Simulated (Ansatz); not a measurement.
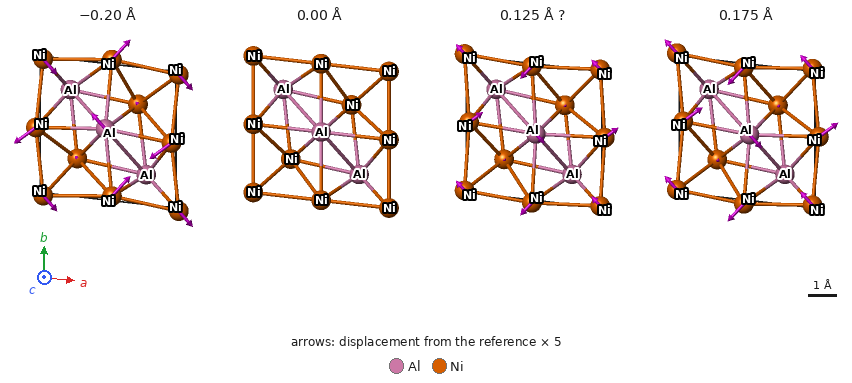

Energy scan for a crystal of Al₃Ni₅ (Cmmm), in which a normal mode at the zone centre is frozen in with the cell fixed, the amplitude being the largest displacement of an atom. The picture is a ball-and-stick view of the cell of the calculation, seen along the c axis. Purple arrows: displacements from the reference.

Theory: DFT PBEsol, scalar-relativistic, plane waves, PAW in Ansatz. (plane-wave cutoff 420 eV; k-point mesh 8 × 8 × 10; occupations gaussian; smearing width 0.15 eV; no spin polarisation). Energies (free energies at the smearing named) are counted from the relaxed crystal.

```
largest displacement (Å)  E − E(ref) (meV/cell)
                  −0.200                  208.3
                  −0.100                   49.9
                   0.000                    0.0
                   0.025                    3.1
                   0.050                   12.3
                   0.075                   27.9
                   0.125                      ?
                   0.150                  114.3
                   0.175                  157.4
```

Question: Fill in the missing row.

Answer: A straight line between the two neighbours gives 85.5 meV/cell. A cubic through the four nearest rows (0.050, 0.075, 0.150, 0.175) gives, with Lagrange weights, (−0.2000)(12.3) + (0.5000)(27.9) + (1.0000)(114.3) + (−0.3000)(157.4) = 78.6 meV/cell. The calculation gives 78.6 meV/cell, so the cubic is right to the digits shown and the straight line 6.9 meV/cell too high, as the curve bends upwards here.

The whole profile:

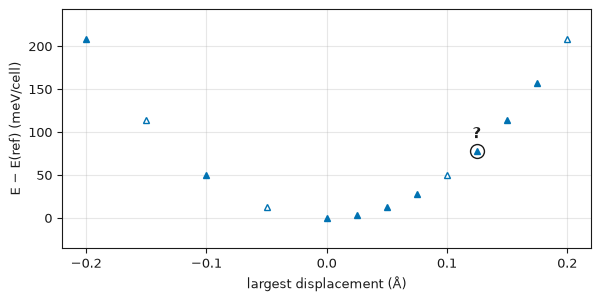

Limits of the set-up: an element that often carries a moment was run without spin polarisation.
